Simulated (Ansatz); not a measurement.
Geometry relaxation of Si (part 2 of 2)

Si (Cmmm, 8 atoms in the cell); DFT PBE, scalar-relativistic, plane waves, PAW, no spin polarisation (Ansatz 0.2.0); cutoff 420 eV, 4×4×6 k-mesh, Gaussian smearing of 0.1 eV. The structure was made by a generator, so it may or may not be a known phase.

Geometry of the input (Å; fractional positions):
```
3.0463  -6.2783  0.0000
3.0463  6.2783  0.0000
0.0000  0.0000  3.5999
Si 0.1482  0.4814  0.0000
Si 0.8518  0.5186  0.0000
Si 0.5186  0.8518  0.0000
Si 0.4814  0.1482  0.0000
Si 0.9047  0.7264  0.5000
Si 0.0953  0.2736  0.5000
Si 0.2736  0.0953  0.5000
Si 0.7264  0.9047  0.5000
```

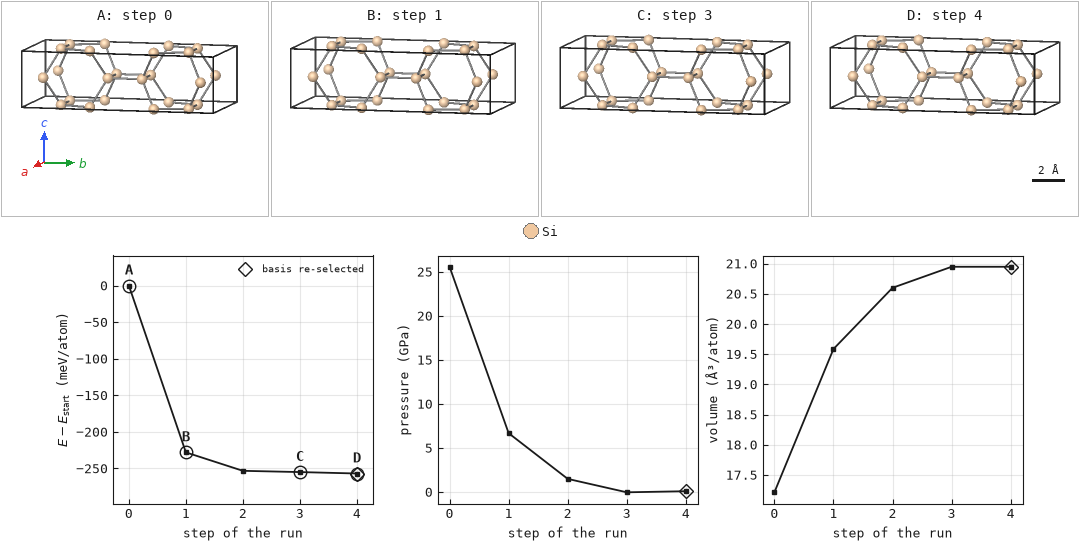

Fig. 1: Frames of the relaxation (ball-and-stick view of the cell 2 times as large as that of the calculation, set on its symmetry axes, seen slightly off an axis) above the curves, on which the letters mark them (the first geometry is step 0 here and step 1 in the log).

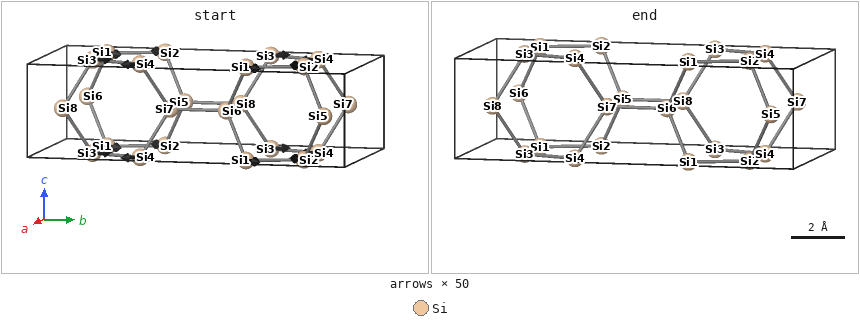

Fig. 2: Before (left) and after (right) the relaxation, at one scale (ball-and-stick view of the cell 2 times as large as that of the calculation, set on its symmetry axes, seen slightly off an axis). The black arrows give the displacements (without the part carried along by the change of the cell), magnified 50 times. The largest moves relative to the cell, 0.016 Å, are those of Si1, Si2, Si3 and Si4. The drawn cell changes as follows: a 6.093 → 6.473 Å (+6.2 %), b 12.557 → 13.400 Å (+6.7 %), c 3.600 → 3.864 Å (+7.3 %); the volume changes by +21.7 %. Distances before and after: Si1–Si6 2.194 → 2.360 Å, Si5–Si8 2.240 → 2.383 Å, Si5–Si7 2.248 → 2.389 Å, Si1–Si2 2.239 → 2.368 Å. The space group stays Cmmm (No. 65). Over 3 geometry steps the energy falls by 255 meV per atom. The largest force component goes from 0.59 to 0.0047 eV/Å. Pressure: 25.57 GPa at the start and 0.09 GPa at the end. A last SCF at the same geometry on a re-selected plane-wave basis shifts the energy by −2.0 meV per atom. (Atoms are counted from 1 in the order of the input.)

```
basis re-selected at this cell: Δ(F+E_penalty+E_count) = -1.571e-2 eV, ΔP = +0.124 GPa vs the last step (what re-selecting the basis moved, of the pressure what is left beyond the Pulay correction that the steps carried, after the strain that the cell walked since its last selection, with what the two solves' SCF thresholds leave and, on support functions, any second-order correction that the steps lacked; it is no measure of the basis error at this ecutwfc). The dense FFT grid was sized anew with the basis: this SCF ran on 50×50×27 points, the steps before it on 48×48×25, so part of this shift can come from that change (see relax.cell in the input reference). This SCF's stress stands 1.47e-1 GPa from its target on what of the cell is left free (relax.cell.stress_tol is 4.00e-1 GPa) and its largest allowed force component is 4.67e-3 eV/Å (relax.f_tol is 4.00e-2 eV/Å): within both
SCF converged after 4 iterations
Free energy (F): -5085.980717 eV
Harris-Foulkes:  -5085.980717 eV  (|F-HF|=9.69e-10)
Internal energy: -5085.980715 eV  (E = F + TS)
E sigma→0 (E₀):  -5085.980716 eV
Entropy (-TS):   -0.000002 eV (-0.000 meV/atom)
Fermi energy:    6.187413 eV
--- Per-component energies (eV) ---
  E_band       = 25.112328
  E_kinetic    = 320.423511
  E_local      = -254.084250  (includes V_loc(G=0)·N_el)
  E_nonlocal   = 206.985747
  E_hartree    = 71.852663
  E_xc         = -440.291522
  E_vxc        = -372.317616  (∫ρ·V_xc dr)
  E_paw        = -4102.020029  (= ΣΔE_a)
  E_vpaw       = -19.600502  (= ΣTr[D̂ρ^β])
  E_aug_tail   = 0.000051  (compensation charges beyond the density's cutoff)
  E_ewald      = -888.846886
  E_smearing   = -0.000002  (= −TS)
  E_closure    = -0.000000  (closes the sum)
  Σ components = -5085.980717   (vs F -5085.980717, Δ=0.00e0)
--- Forces (eV/Å), atoms counted from 1 ---
  atom   1  Si    -0.00146261     0.00068578     0.00000000
  atom   2  Si     0.00146261    -0.00068578    -0.00000000
  atom   3  Si     0.00146261     0.00068578    -0.00000000
  atom   4  Si    -0.00146261    -0.00068578     0.00000000
  atom   5  Si    -0.00136443    -0.00466688     0.00000000
  atom   6  Si     0.00136443     0.00466688    -0.00000000
  atom   7  Si     0.00136443    -0.00466688    -0.00000000
  atom   8  Si    -0.00136443     0.00466688     0.00000000
  max |Σ_I F_I| component: 3.47e-18 eV/Å
--- Stress (GPa, compression-positive) ---
        0.146728      -0.000000       0.000000
       -0.000000       0.096280       0.000000
        0.000000       0.000000       0.017748
  P = ⅓ Tr σ = 0.0869 GPa (0.869 kbar)
--- Band table (eV; the first three rows and the last of 28) ---
  k-point 0: bands = ["-6.0336", "-3.8813", "-3.2374", "-2.9512", "-2.7099", "-0.5744", "1.0129", "2.8407", "2.9334", "3.0050", "3.8214", "4.4755", "4.8265", "4.9775", "5.1710", "5.2553", "6.4388", "7.1787", "7.7347", "8.1211", "8.1599", "8.7266", "8.9573", "9.5927"]
  k-point 1: bands = ["-5.8013", "-3.6366", "-3.0007", "-2.7418", "-2.7121", "-0.5043", "1.2208", "1.7795", "2.3898", "2.5608", "3.0280", "3.5523", "4.3265", "4.4161", "4.6516", "4.9911", "7.4209", "7.8064", "8.2507", "8.3946", "8.5336", "9.6204", "10.1710", "10.3436"]
  k-point 2: bands = ["-5.1293", "-3.1426", "-2.9205", "-2.3327", "-2.0330", "-0.7264", "0.7518", "0.9168", "1.1437", "1.7716", "1.7832", "2.6652", "3.7512", "4.1537", "4.3395", "4.3682", "7.6069", "8.4370", "8.5756", "8.8446", "9.0691", "9.1598", "9.4292", "10.3564"]
  k-point 27: bands = ["-4.0394", "-3.9269", "-2.2970", "-2.2783", "-1.8380", "-1.5961", "0.5977", "0.6482", "1.2504", "1.6284", "3.0105", "3.0930", "3.2502", "3.3572", "3.3784", "3.4598", "6.5205", "6.6667", "7.5195", "7.6896", "10.0546", "10.2059", "10.4538", "11.3298"]
--- Relaxed structure (4 steps of the walk, 4 accepted, 1 SCFs on fresh bases) ---
  F+E_penalty+E_count = -5085.98071742 eV   max|allowed force component| = 4.667e-3 eV/Å   (the final SCF, on the basis selected at the relaxed cell)
  cell:  # Å, volume = 167.5782 Å³
    - [3.2366713389178137, -6.700046291387101, 0.0]
    - [3.2366713389178137, 6.700046291387101, 0.0]
    - [0.0, 0.0, 3.863769658148497]
  atoms:
    - { symbol: Si, position: [0.14851153255639155, 0.4837331574776758, 0.0] }
    - { symbol: Si, position: [0.8514884674436086, 0.5162668425223244, 0.0] }
    - { symbol: Si, position: [0.5162668425223244, 0.8514884674436086, 0.0] }
    - { symbol: Si, position: [0.4837331574776758, 0.14851153255639155, 0.0] }
    - { symbol: Si, position: [0.9044107041361701, 0.7265507407859767, 0.5000000000000001] }
    - { symbol: Si, position: [0.09558929586383003, 0.27344925921402335, 0.5000000000000001] }
    - { symbol: Si, position: [0.27344925921402335, 0.09558929586383003, 0.5000000000000001] }
    - { symbol: Si, position: [0.7265507407859767, 0.9044107041361701, 0.5000000000000001] }
```

## Trajectory as extended XYZ (Å, eV, eV/Å), 5 frames, from step=1 to step=5
```
8
Lattice="3.0463 -6.2783 0.0000 3.0463 6.2783 0.0000 0.0000 0.0000 3.5999" Properties=species:S:1:pos:R:3:forces:R:3 step=1 energy=-5083.92582 pressure_GPa=25.57
Si    1.9180    2.0918    0.0000    0.5944   0.3882   0.0000
Si    4.1747   -2.0918    0.0000   -0.5944  -0.3882   0.0000
Si    4.1747    2.0918    0.0000   -0.5944   0.3882   0.0000
Si    1.9180   -2.0918    0.0000    0.5944  -0.3882   0.0000
Si    4.9689   -1.1198    1.8000   -0.1379   0.1597   0.0000
Si    1.1238    1.1198    1.8000    0.1379  -0.1597   0.0000
Si    1.1238   -1.1198    1.8000    0.1379   0.1597   0.0000
Si    4.9689    1.1198    1.8000   -0.1379  -0.1597   0.0000
8
Lattice="3.1714 -6.5428 0.0000 3.1714 6.5428 0.0000 0.0000 0.0000 3.7756" Properties=species:S:1:pos:R:3:forces:R:3 step=2 energy=-5085.74960 pressure_GPa=6.68
Si    2.0015    2.1859    0.0000    0.1854   0.1402   0.0000
Si    4.3413   -2.1859    0.0000   -0.1854  -0.1402   0.0000
Si    4.3413    2.1859    0.0000   -0.1854   0.1402   0.0000
Si    2.0015   -2.1859    0.0000    0.1854  -0.1402   0.0000
Si    5.1715   -1.1667    1.8878   -0.0108   0.0657   0.0000
Si    1.1713    1.1667    1.8878    0.0108  -0.0657   0.0000
Si    1.1713   -1.1667    1.8878    0.0108   0.0657   0.0000
Si    5.1715    1.1667    1.8878   -0.0108  -0.0657   0.0000
8
Lattice="3.2264 -6.6748 0.0000 3.2264 6.6748 0.0000 0.0000 0.0000 3.8261" Properties=species:S:1:pos:R:3:forces:R:3 step=3 energy=-5085.95130 pressure_GPa=1.49
Si    2.0404    2.2384    0.0000    0.0355   0.0192   0.0000
Si    4.4124   -2.2384    0.0000   -0.0355  -0.0192   0.0000
Si    4.4124    2.2384    0.0000   -0.0355   0.0192   0.0000
Si    2.0404   -2.2384    0.0000    0.0355  -0.0192   0.0000
Si    5.2633   -1.1857    1.9130   -0.0063  -0.0026   0.0000
Si    1.1895    1.1857    1.9130    0.0063   0.0026   0.0000
Si    1.1895   -1.1857    1.9130    0.0063  -0.0026   0.0000
Si    5.2633    1.1857    1.9130   -0.0063   0.0026   0.0000
8
Lattice="3.2367 -6.7000 0.0000 3.2367 6.7000 0.0000 0.0000 0.0000 3.8638" Properties=species:S:1:pos:R:3:forces:R:3 step=4 energy=-5085.96500 pressure_GPa=-0.04
Si    2.0464    2.2460    0.0000   -0.0010   0.0012   0.0000
Si    4.4270   -2.2460    0.0000    0.0010  -0.0012   0.0000
Si    4.4270    2.2460    0.0000    0.0010   0.0012   0.0000
Si    2.0464   -2.2460    0.0000   -0.0010  -0.0012   0.0000
Si    5.2789   -1.1917    1.9319   -0.0015  -0.0053   0.0000
Si    1.1945    1.1917    1.9319    0.0015   0.0053   0.0000
Si    1.1945   -1.1917    1.9319    0.0015  -0.0053   0.0000
Si    5.2789    1.1917    1.9319   -0.0015   0.0053   0.0000
8
Lattice="3.2367 -6.7000 0.0000 3.2367 6.7000 0.0000 0.0000 0.0000 3.8638" Properties=species:S:1:pos:R:3:forces:R:3 step=5 energy=-5085.98072 pressure_GPa=0.09
Si    2.0464    2.2460    0.0000   -0.0015   0.0007   0.0000
Si    4.4270   -2.2460    0.0000    0.0015  -0.0007   0.0000
Si    4.4270    2.2460    0.0000    0.0015   0.0007   0.0000
Si    2.0464   -2.2460    0.0000   -0.0015  -0.0007   0.0000
Si    5.2789   -1.1917    1.9319   -0.0014  -0.0047   0.0000
Si    1.1945    1.1917    1.9319    0.0014   0.0047   0.0000
Si    1.1945   -1.1917    1.9319    0.0014  -0.0047   0.0000
Si    5.2789    1.1917    1.9319   -0.0014   0.0047   0.0000
```

## Results in brief

- outcome: converged
- space group (tolerance 0.01 Å): Cmmm (65)
- electrons treated: 32
- free energy: −5085.9807 eV
- Fermi energy: 6.187 eV
- gap on the k-point mesh: 0.50 eV
- pressure: 0.09 GPa
- final volume: 167.58 Å³
- largest force (length of the vector) at the end: 0.005 eV/Å
- final cell: a = 7.441 Å, b = 7.441 Å, c = 3.864 Å, α = 90.00°, β = 90.00°, γ = 128.43°
- wall time: 43 s
- peak memory: 0.41 GiB
